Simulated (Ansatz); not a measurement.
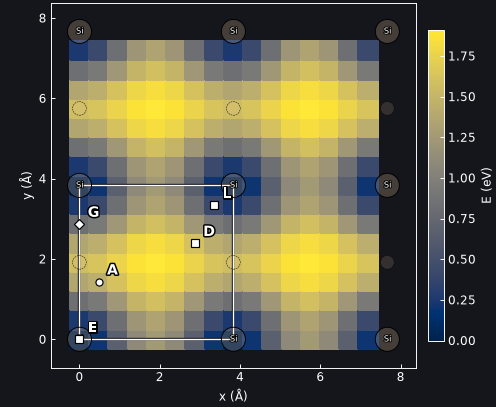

O on a Si(100) slab cut from the Fd-3m phase, its upper half relaxed before the scan (4 atoms of substrate and one adsorbate in a 1 × 1 cell). O is moved over the surface cell at a fixed height above a rigid substrate; the origin of the map has the adsorbate above Si4; the height is held at 2.20 Å. Places are given modulo a cell vector. The map is drawn in real space over the plane of the surface. The grid has 8 × 8 points; 25 points were computed and 39 follow by symmetry. Energies: eV, counted from the lowest grid point. The magnetic moment jumps between some neighbouring points. With one adsorbate in each 1 × 1 cell, its nearest image is 3.8 Å away, so neighbouring adsorbates interact. At a fixed height the lowest place need not be the adsorption site. These are results of DFT PBE+D3(BJ), scalar-relativistic, plane waves, PAW in Ansatz 0.2.0, not measurements. Settings: cutoff 420 eV, k-mesh 7×7×1, gaussian smearing 0.05 eV, spin-polarised.

Drawn: one coloured cell a grid point, labelled circles for the atoms of the top layer and small ones for the second layer, the outline of one cell of the 2 × 2 shown, lettered points.

Q: Rank the lettered points by energy, lowest first.

A: E (0.00 eV), L (0.42 eV), G (0.82 eV), A (1.44 eV), D (1.62 eV).

PAW datasets: the set soft_1.
